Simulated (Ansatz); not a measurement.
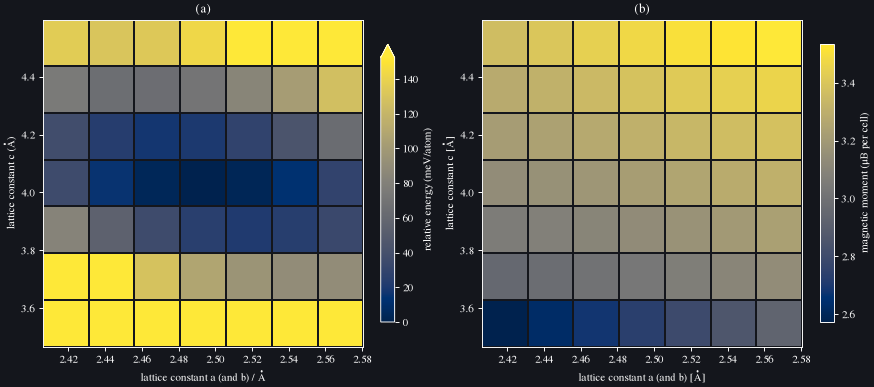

Co (P6_3/mmc, No. 194; 2 atoms in the cell). The energy is mapped over the lattice constants a and c of the conventional cell. First axis: lattice constant a (and b). Second axis: lattice constant c. Nothing is relaxed (symmetry fixes all fractional coordinates). The grid has 7 × 7 points. Energies: meV/atom, counted from the lowest grid point. The electronic state followed may not be the lowest one. The calculation used DFT PBE, scalar-relativistic, plane waves, PAW in Ansatz. Settings: cutoff 520 eV, k-mesh 21×21×12 in the order of the run's cell vectors, gaussian smearing 0.15 eV, spin-polarised.

Panel (a) is the energy; panel (b) is the computed magnetic moment, in μB per cell.

The picture shows one coloured cell a grid point, one colour for all values above the top of the scale.

Question: How does the magnetic moment vary over the map, and what is it at the lowest grid point?

Answer: It runs from 2.57 μB per cell at lattice constant a (and b) = 2.419 Å, lattice constant c = 3.548 Å to 3.53 μB per cell at lattice constant a (and b) = 2.568 Å, lattice constant c = 4.516 Å. At the lowest grid point, lattice constant a (and b) = 2.493 Å, lattice constant c = 4.032 Å, it is 3.22 μB per cell.

PAW datasets: the set soft_1.
